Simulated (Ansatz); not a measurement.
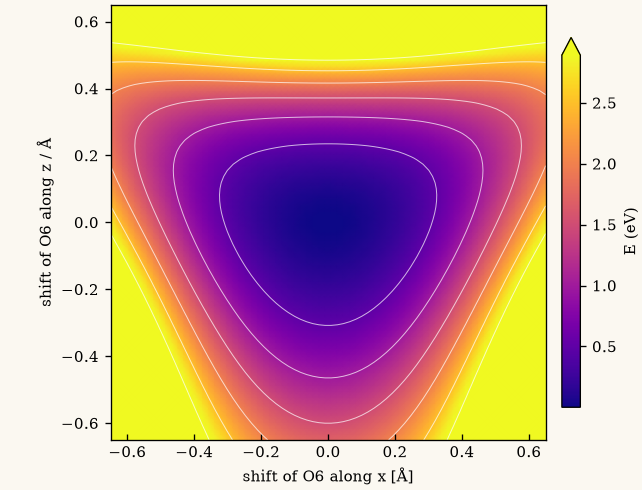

Energy landscape of MgO (P6_3mc, No. 186; 8 atoms in the cell). 
- One atom moved over a plane, all else fixed (x along [1 0 0], y along [1 2 0], z along [0 0 1] of the conventional cell).
- First axis: shift of O6 along x. Second axis: shift of O6 along z.
- Nothing is relaxed (all other atoms fixed).
- The scan uses an 11 × 11 grid; 66 points were computed and 55 follow by symmetry.
- Points are written as (first, second).
- All energies are given in eV per cell relative to the lowest grid point.
- The calculation used Ansatz, DFT PBEsol, scalar-relativistic, plane waves, PAW. Settings: cutoff 420 eV, k-mesh 9×9×4 in the order of the run's cell vectors, gaussian smearing 0.05 eV, no spin polarisation.

In the figure: a smooth colour map with a few white contour lines, one colour for all values above the top of the scale. Between grid points the surface is interpolated. 

Q: Summarise what can be read from the map.

A: The lowest grid point is at (0.00 Å, 0.00 Å). It is the only kind of minimum in the scanned range. The highest grid point, (−0.65 Å, −0.65 Å), lies 7.26 eV above the lowest. Near the minimum the curvatures are about 9.3 and 14 eV/Å² along the soft and the stiff direction. The gap on the k-mesh is 3.5 eV at the lowest point and runs from 0.7 to 3.5 eV over the map.

Grid values (eV):

```csv
"shift of O6 along z ↓, shift of O6 along x →",−0.65,−0.52,−0.39,−0.26,−0.13,0.00,0.13,0.26,0.39,0.52,0.65
0.65,4.48,5.13,5.84,6.47,6.90,7.06,6.90,6.47,5.84,5.13,4.48
0.52,2.84,2.97,3.19,3.42,3.59,3.65,3.59,3.42,3.19,2.97,2.84
0.39,2.03,1.80,1.69,1.67,1.68,1.69,1.68,1.67,1.69,1.80,2.03
0.26,1.84,1.30,0.96,0.76,0.66,0.63,0.66,0.76,0.96,1.30,1.84
0.13,2.13,1.29,0.72,0.38,0.19,0.14,0.19,0.38,0.72,1.29,2.13
0.00,2.79,1.61,0.83,0.34,0.08,0.00,0.08,0.34,0.83,1.61,2.79
−0.13,3.69,2.17,1.16,0.54,0.21,0.10,0.21,0.54,1.16,2.17,3.69
−0.26,4.72,2.87,1.65,0.89,0.50,0.37,0.50,0.89,1.65,2.87,4.72
−0.39,5.74,3.61,2.20,1.34,0.89,0.75,0.89,1.34,2.20,3.61,5.74
−0.52,6.62,4.30,2.77,1.84,1.35,1.20,1.35,1.84,2.77,4.30,6.62
−0.65,7.26,4.88,3.31,2.35,1.85,1.69,1.85,2.35,3.31,4.88,7.26
```

The input of one point:

```yaml
crystal:
  lattice:
    - [3.2553371795, 0.0, 0.0]
    - [-1.6276685897, 2.8192046953, 0.0]
    - [0.0, 0.0, 10.4149514991]
  atoms:
    - { symbol: Mg, position: [0.3333333333, 0.6666666667, 0.9695963559] }
    - { symbol: Mg, position: [0.0, 0.0, 0.220947389] }
    - { symbol: Mg, position: [0.0, 0.0, 0.720947389] }
    - { symbol: Mg, position: [0.6666666667, 0.3333333333, 0.4695963559] }
    - { symbol: O, position: [0.3333333333, 0.6666666667, 0.7799156657] }
    - { symbol: O, position: [0.0, 0.0, 0.5295387694] }
    - { symbol: O, position: [0.0, 0.0, 0.0295387694] }
    - { symbol: O, position: [0.6666666667, 0.3333333333, 0.2799156657] }
basis:
  ecutwfc: 420
kpoints:
  mp_grid: { grid: [9, 9, 4] }
hamiltonian:
  xc: pbesol
  pseudopotentials: { kind: paw, azcp: { folder: soft_1 } }
scf:
  occupations: { method: gaussian, width: 0.05 }
output:
  forces: true
  stress: true
  eigenvalues: true
```

Each point was launched as `ansatz run input.yaml --threads 2 --pin off --max-ram 4096MiB --backend cpu --events-out ev --progress --plain --runs-dir out`. Time for the 66 points that were run: 12 min on 2 threads of Intel(R) Xeon(R) 6975P-C (Granite Rapids), on a shared host.
